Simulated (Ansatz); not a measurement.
# What a change does: single-point calculation on ZnO

System: ZnO (8 atoms in the cell).
Method of the first run: DFT, PBE, plane waves, PAW, no spin polarisation (Ansatz 0.2.0).

The structure was built on a prototype by a generator. The geometry comes from this level: PBE. Text and figures count atoms from 1; the logs count them from 0 in places.

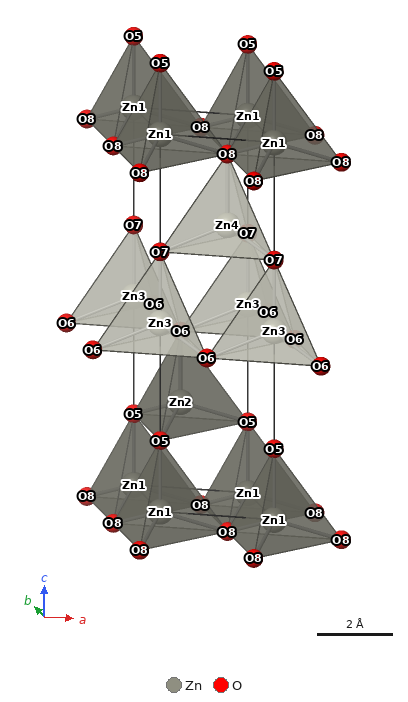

The structure as given in the input (polyhedral view of the cell of the calculation, seen slightly off an axis; polyhedra are completed across the faces of the cell; atoms are numbered from 1 in the order of the input).

**The input, the first run**
```yaml
crystal:
  lattice:
    - [3.205002502, 0.0, 0.0]
    - [-1.602501251, 2.7756135859, 0.0]
    - [0.0, 0.0, 10.4132773869]
  atoms:
    - { symbol: Zn, position: [0.0, 0.0, -0.0005573107] }
    - { symbol: Zn, position: [0.3333333333, 0.6666666667, 0.2496497194] }
    - { symbol: Zn, position: [0.0, 0.0, 0.4994426893] }
    - { symbol: Zn, position: [0.6666666667, 0.3333333333, 0.7496497194] }
    - { symbol: O, position: [0.0, 0.0, 0.188073135] }
    - { symbol: O, position: [0.3333333333, 0.6666666667, 0.4378344562] }
    - { symbol: O, position: [0.0, 0.0, 0.688073135] }
    - { symbol: O, position: [0.6666666667, 0.3333333333, 0.9378344562] }
kpoints:
  mp_grid: { grid: [9, 9, 2] }
hamiltonian:
  xc: pbe
scf:
  occupations: { method: fixed }
  n_extra_bands: 6
output:
  forces: true
  stress: true
  eigenvalues: true
```

Command:
```bash
ansatz run input.yaml --threads 2 --pin off --max-ram 3686MiB --backend cpu --events-out ev --progress --plain --runs-dir out
```

Hardware: 2 threads of Arm Neoverse V1, 24 GiB of memory available, shared host.

**Output, shortened to warnings, some set-up lines, iterations and results (the first run)**
```
Basis set: ecut = 420 eV, 1811 PW (Γ), exchange–correlation on 48×48×144 points (8 copies of the dense FFT grid, shifted against one another)
Symmetry: 12 space group operations
k-points: 24 of 162
Initial density: superposition of atomic densities (neutral atoms: chi_scale 0, normalization atom), corrected by the library's trained network
[...]
SCF iter   1: F=—  HF=-15547.193415 eV  |F-HF|=—  |Δ(HF+E_count)|=         —  Δρ=7.90e-4  dr2=3.11e-4  ethr=1.77e-3  ⟨swp⟩=5.1  Hψ=3242  notcnv=0  defer=87
SCF iter   2: F=—  HF=-15547.196610 eV  |F-HF|=—  |Δ(HF+E_count)|=   3.20e-3  Δρ=4.96e-4  dr2=1.24e-4  ethr=4.31e-7  ⟨swp⟩=3.0  Hψ=2587  notcnv=0  defer=96
SCF iter   3: F=—  HF=-15547.196726 eV  |F-HF|=—  |Δ(HF+E_count)|=   1.16e-4  Δρ=2.85e-4  dr2=5.67e-5  ethr=1.73e-7  ⟨swp⟩=2.1  Hψ=1655  notcnv=0  defer=75
SCF iter   4: F=—  HF=-15547.196911 eV  |F-HF|=—  |Δ(HF+E_count)|=   1.85e-4  Δρ=1.78e-4  dr2=2.19e-5  ethr=7.88e-8  ⟨swp⟩=2.0  Hψ=1877  notcnv=0  defer=95
SCF iter   5: F=—  HF=-15547.196906 eV  |F-HF|=—  |Δ(HF+E_count)|=   4.78e-6  Δρ=6.11e-5  dr2=2.63e-6  ethr=3.05e-8  ⟨swp⟩=2.0  Hψ=1721  notcnv=0  defer=95
SCF iter   6: F=—  HF=-15547.196907 eV  |F-HF|=—  |Δ(HF+E_count)|=   7.15e-7  Δρ=1.99e-5  dr2=4.98e-7  ethr=3.65e-9  ⟨swp⟩=2.0  Hψ=1737  notcnv=0  defer=95
SCF iter   7: F=—  HF=-15547.196907 eV  |F-HF|=—  |Δ(HF+E_count)|=   8.36e-8  Δρ=1.40e-5  dr2=1.11e-7  ethr=6.91e-10  ⟨swp⟩=2.0  Hψ=1735  notcnv=0  defer=95
SCF iter   8: F=-15547.196907 eV  HF=-15547.196907 eV  |F-HF|=2.40e-9  |Δ(HF+E_count)|=   6.38e-8  Δρ=4.05e-6  dr2=1.29e-8  ethr=1.39e-10  ⟨swp⟩=10.2  Hψ=4623  notcnv=0
SCF 1 converged in 8 iterations: F = -15547.196907 eV  dr2 = 1.29e-8
SCF converged after 8 iterations
Free energy (F): -15547.196907 eV
Harris-Foulkes:  -15547.196907 eV  (|F-HF|=2.40e-9)
Internal energy: -15547.196907 eV  (E = F + TS)
E sigma→0 (E₀):  -15547.196907 eV
Fermi energy:    7.645028 eV
--- Per-component energies (eV) ---
  E_band       = 153.979270
  E_kinetic    = 1226.875360
  E_local      = -7913.697900  (includes V_loc(G=0)·N_el)
  E_nonlocal   = 2670.770897
  E_hartree    = 3254.492417
  E_xc         = -841.290748
  E_vxc        = -581.599329  (∫ρ·V_xc dr)
  E_paw        = -7960.403806  (= ΣΔE_a)
  E_vpaw       = -1757.363936  (= ΣTr[D̂ρ^β])
  E_aug_tail   = 0.008561  (compensation charges beyond the density's cutoff)
  E_ewald      = -5983.951687
  E_smearing   = -0.000000  (= −TS)
  E_closure    = 0.000000  (closes the sum)
  Σ components = -15547.196907   (vs F -15547.196907, Δ=0.00e0)
--- Forces (eV/Å), atoms counted from 1 ---
  atom   1  Zn     0.00000000     0.00000000     0.01260195
  atom   2  Zn     0.00000000     0.00000000    -0.00982346
  atom   3  Zn     0.00000000    -0.00000000     0.01260195
  atom   4  Zn     0.00000000    -0.00000000    -0.00982346
  atom   5  O     -0.00000000     0.00000000    -0.00532562
  atom   6  O     -0.00000000    -0.00000000     0.00253704
  atom   7  O     -0.00000000    -0.00000000    -0.00532562
  atom   8  O     -0.00000000     0.00000000     0.00253704
  max |Σ_I F_I| component: 2.02e-5 eV/Å
--- Stress (GPa, compression-positive) ---
        9.154094       0.000000      -0.000000
        0.000000       9.154094       0.000000
       -0.000000       0.000000       9.114960
  P = ⅓ Tr σ = 9.1410 GPa (91.410 kbar)
```

The input of the second run differs as follows (lines with − go, lines with + come):
```diff
-    - [3.205002502, 0.0, 0.0]
-    - [-1.602501251, 2.7756135859, 0.0]
-    - [0.0, 0.0, 10.4132773869]
+    - [3.2717925187, 0.0, 0.0]
+    - [-1.6358962594, 2.8334554371, 0.0]
+    - [0.0, 0.0, 10.6302828248]
```

What does this change do to the results?

With the same functional and potentials, the second run lies 19.9 meV per atom lower. The gap on the mesh goes from 0.77 to 0.69 eV. The pressure goes from 9.14 to 0.00 GPa. The volume per atom goes from 11.58 to 12.32 Å³. The cell is scaled evenly with the atoms at fixed fractional positions, so −ΔP/Δ ln V estimates the bulk modulus midway between the two volumes: about 150 GPa. The SCF takes 7 iterations against 8. The plane waves at Γ go from 1811 to 1955.

**Output, shortened to warnings, some set-up lines, iterations and results (the second run)**
```
Basis set: ecut = 420 eV, 1955 PW (Γ), exchange–correlation on 48×48×144 points (8 copies of the dense FFT grid, shifted against one another)
Symmetry: 12 space group operations
k-points: 24 of 162
Initial density: superposition of atomic densities (neutral atoms: chi_scale 0, normalization atom), corrected by the library's trained network
[...]
SCF iter   1: F=—  HF=-15547.352761 eV  |F-HF|=—  |Δ(HF+E_count)|=         —  Δρ=6.13e-4  dr2=1.53e-4  ethr=1.77e-3  ⟨swp⟩=4.9  Hψ=3179  notcnv=0  defer=87
SCF iter   2: F=—  HF=-15547.356104 eV  |F-HF|=—  |Δ(HF+E_count)|=   3.34e-3  Δρ=4.65e-4  dr2=9.63e-5  ethr=2.12e-7  ⟨swp⟩=3.0  Hψ=2750  notcnv=0  defer=96
SCF iter   3: F=—  HF=-15547.356266 eV  |F-HF|=—  |Δ(HF+E_count)|=   1.62e-4  Δρ=2.64e-4  dr2=3.98e-5  ethr=1.34e-7  ⟨swp⟩=2.0  Hψ=1718  notcnv=0  defer=77
SCF iter   4: F=—  HF=-15547.356361 eV  |F-HF|=—  |Δ(HF+E_count)|=   9.49e-5  Δρ=9.11e-5  dr2=7.49e-6  ethr=5.53e-8  ⟨swp⟩=2.0  Hψ=1784  notcnv=0  defer=96
SCF iter   5: F=—  HF=-15547.356361 eV  |F-HF|=—  |Δ(HF+E_count)|=   2.29e-8  Δρ=3.80e-5  dr2=1.74e-6  ethr=1.04e-8  ⟨swp⟩=2.0  Hψ=1784  notcnv=0  defer=96
SCF iter   6: F=—  HF=-15547.356361 eV  |F-HF|=—  |Δ(HF+E_count)|=   1.83e-7  Δρ=1.77e-5  dr2=4.30e-7  ethr=2.42e-9  ⟨swp⟩=2.0  Hψ=1742  notcnv=0  defer=96
SCF iter   7: F=-15547.356361 eV  HF=-15547.356361 eV  |F-HF|=7.43e-8  |Δ(HF+E_count)|=   1.84e-7  Δρ=1.02e-5  dr2=7.73e-8  ethr=1.39e-10  ⟨swp⟩=9.4  Hψ=5384  notcnv=0
SCF 1 converged in 7 iterations: F = -15547.356361 eV  dr2 = 7.73e-8
SCF converged after 7 iterations
Free energy (F): -15547.356361 eV
Harris-Foulkes:  -15547.356361 eV  (|F-HF|=7.43e-8)
Internal energy: -15547.356361 eV  (E = F + TS)
E sigma→0 (E₀):  -15547.356361 eV
Fermi energy:    6.715550 eV
--- Per-component energies (eV) ---
  E_band       = 101.750045
  E_kinetic    = 1219.981665
  E_local      = -8101.056503  (includes V_loc(G=0)·N_el)
  E_nonlocal   = 2670.218063
  E_hartree    = 3324.960128
  E_xc         = -838.618667
  E_vxc        = -577.944934  (∫ρ·V_xc dr)
  E_paw        = -7961.053270  (= ΣΔE_a)
  E_vpaw       = -1759.371083  (= ΣTr[D̂ρ^β])
  E_aug_tail   = 0.008170  (compensation charges beyond the density's cutoff)
  E_ewald      = -5861.795948
  E_smearing   = -0.000000  (= −TS)
  E_closure    = 0.000000  (closes the sum)
  Σ components = -15547.356361   (vs F -15547.356361, Δ=0.00e0)
--- Forces (eV/Å), atoms counted from 1 ---
  atom   1  Zn     0.00000000     0.00000000    -0.00087252
  atom   2  Zn     0.00000000     0.00000000    -0.00051770
  atom   3  Zn    -0.00000000    -0.00000000    -0.00087252
  atom   4  Zn    -0.00000000    -0.00000000    -0.00051770
  atom   5  O      0.00000000     0.00000000     0.00088981
  atom   6  O     -0.00000000    -0.00000000     0.00050143
  atom   7  O     -0.00000000    -0.00000000     0.00088981
  atom   8  O      0.00000000     0.00000000     0.00050143
  max |Σ_I F_I| component: 2.03e-6 eV/Å
--- Stress (GPa, compression-positive) ---
       -0.001995       0.000000      -0.000000
        0.000000      -0.001995      -0.000000
       -0.000000      -0.000000       0.003277
  P = ⅓ Tr σ = -0.0002 GPa (-0.002 kbar)
```

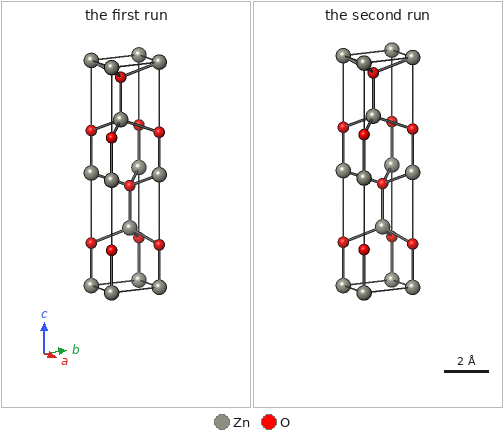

The two input geometries at one scale (ball-and-stick view of the cell of the calculation, seen slightly off an axis). The atoms keep their places relative to the cell (all moves are under 0.005 Å). Cell: a = b 3.205 → 3.272 Å (+2.1 %), c 10.413 → 10.630 Å (+2.1 %). Volume +6.4 %. Among the contacts that change: O–Zn 1.964 → 2.005 Å.

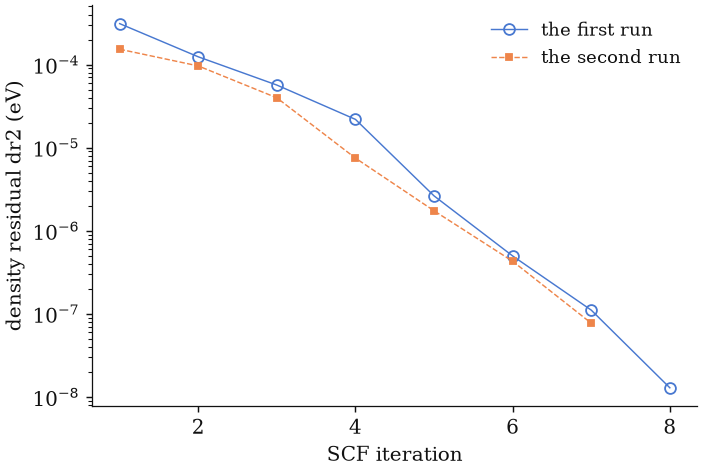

Convergence of the two runs: density residual dr2 against the SCF iteration. The first run takes 8 iterations in all, and the second run takes 7.

**The two runs side by side**

```csv
quantity,the first run,the second run
outcome,converged,converged
free energy per atom (eV),−1943.3996,−1943.4195
gap on the mesh (eV),0.77,0.69
pressure (GPa),9.14,0.00
volume per atom (Å³),11.58,12.32
largest force (eV/Å),0.013,0.001
SCF iterations,8,7
irreducible k-points,24,24
plane waves at Γ,1811,1955
wall time (shared host),5.1 s,5.3 s
```

For the first run: The cell is under a pressure of 9.1 GPa at this level, so it is not at its equilibrium volume.
